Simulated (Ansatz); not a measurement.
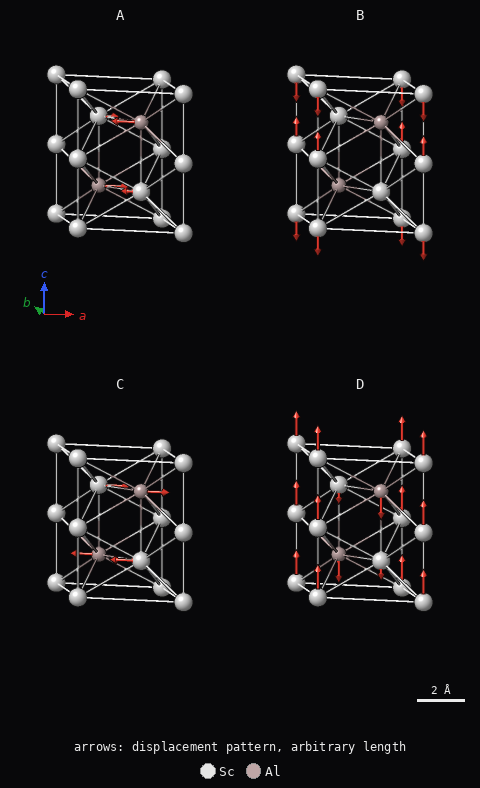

Four optical modes of solid Sc₂Al at the zone centre, in no order (one member of each degenerate set). The red arrows give the relative displacements of the atoms. Style: ball-and-stick. Shown: the cell of the calculation, slightly off an axis.

Method: DFT PBEsol, scalar-relativistic, plane waves, PAW (Ansatz). Set-up: plane-wave cutoff 420 eV; k-point mesh 12 × 12 × 6; occupations fermi dirac; smearing width 0.15 eV; no spin polarisation.

The frequencies depend somewhat on the k-mesh and the smearing.

Rank the modes by frequency, softest first.

Answer. C (145 cm⁻¹), D (204 cm⁻¹), B (238 cm⁻¹), A (300 cm⁻¹). C, E₂g: The Sc (2a) atoms stay at rest; all motion is along a; atoms of one kind move against one another, with no net shift of any sublattice; the kinetic energy is shared as Sc 65 %, Al 35 %. D, A₂u: The Sc (2a) sublattice moves against the Al and Sc (2d) sublattices, along c; the kinetic energy is shared as Sc 73 %, Al 27 %. B, B₂u: The Sc (2d) and Al atoms stay at rest; all motion is along c; atoms of one kind move against one another, with no net shift of their sublattice. A, E₂g: The Sc (2a) atoms stay at rest; all motion is along a; atoms of one kind move against one another, with no net shift of any sublattice; the kinetic energy is shared as Al 65 %, Sc 35 %. The crystal is metallic in this run.
